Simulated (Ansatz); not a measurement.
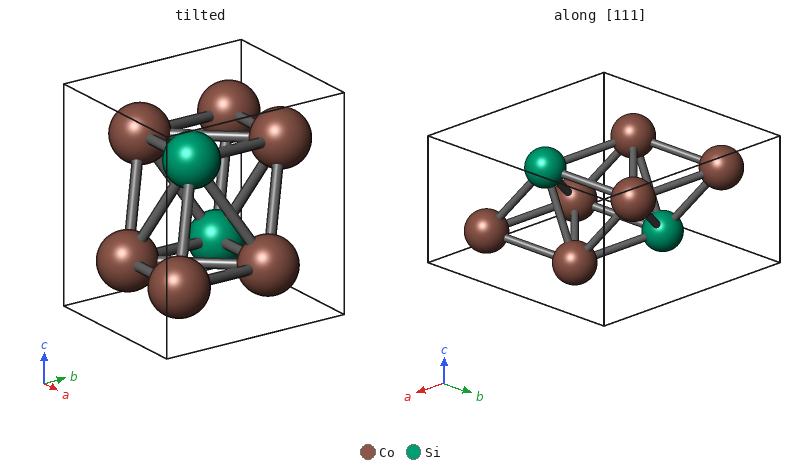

Structure drawing (ball-and-stick), viewed slightly off an axis and along [111]. The box is the conventional unit cell; atoms on or close to its faces, edges and corners are drawn wherever they repeat.

It has the composition Co$_{3}$Si. It is primitive hexagonal, space group P6_3/mmc (No. 194). In the cell are 6 Co, 2 Si, which makes 2 formula units. Each Co has eight Co and four Si in an anticuboctahedral arrangement. Si bonds to twelve Co in an anticuboctahedral arrangement. The bonds build a three-dimensional framework.

Origin of the cell: a structure listed in the Materials Project. Earlier steps of the study, as a rule a relaxation of our own, may have changed the cell and positions, so they can lie some per cent off the listed ones. A calculation with Ansatz used it as input.
